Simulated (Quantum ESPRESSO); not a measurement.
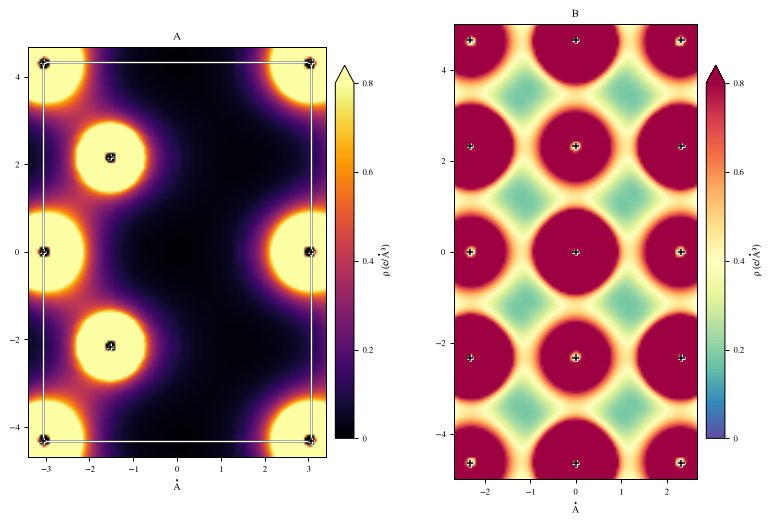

The valence electron density of 2 systems, each on a plane through atoms (crosses mark nuclei in the plane).

These are results of Kohn-Sham DFT of a periodic cell, PBE, spin-orbit coupling, PseudoDojo 0.4 FR PBE standard (Quantum ESPRESSO 7.5), not measurements.

System 1: HfC, the (010) plane of the conventional cell. Space group Fm-3m.

System 2: GaSb, the (101) plane of the conventional cell. Space group F-43m; computed pressure about 2 GPa in this cell.

```
Sb Ga
1.0
     6.11800    0.00000    0.00000
     0.00000    0.00000   -6.11800
     0.00000    6.11800    0.00000
Sb Ga
4 4
Direct
  0.75000 0.75000 0.25000
  0.25000 0.75000 0.75000
  0.25000 0.25000 0.25000
  0.75000 0.25000 0.75000
  0.50000 0.50000 0.00000
  0.00000 0.50000 0.50000
  0.00000 0.00000 0.00000
  0.50000 0.00000 0.50000
```

Match each panel to its system.

Answer. Panel A is system 2, GaSb: the plane holds Sb and Ga. Ga–Sb (2.65 Å): ρ is about 0.42 e/Å³ halfway. Panel B is system 1, HfC: the plane holds Hf and C. Hf–C (2.33 Å): ρ is about 0.46 e/Å³ halfway.
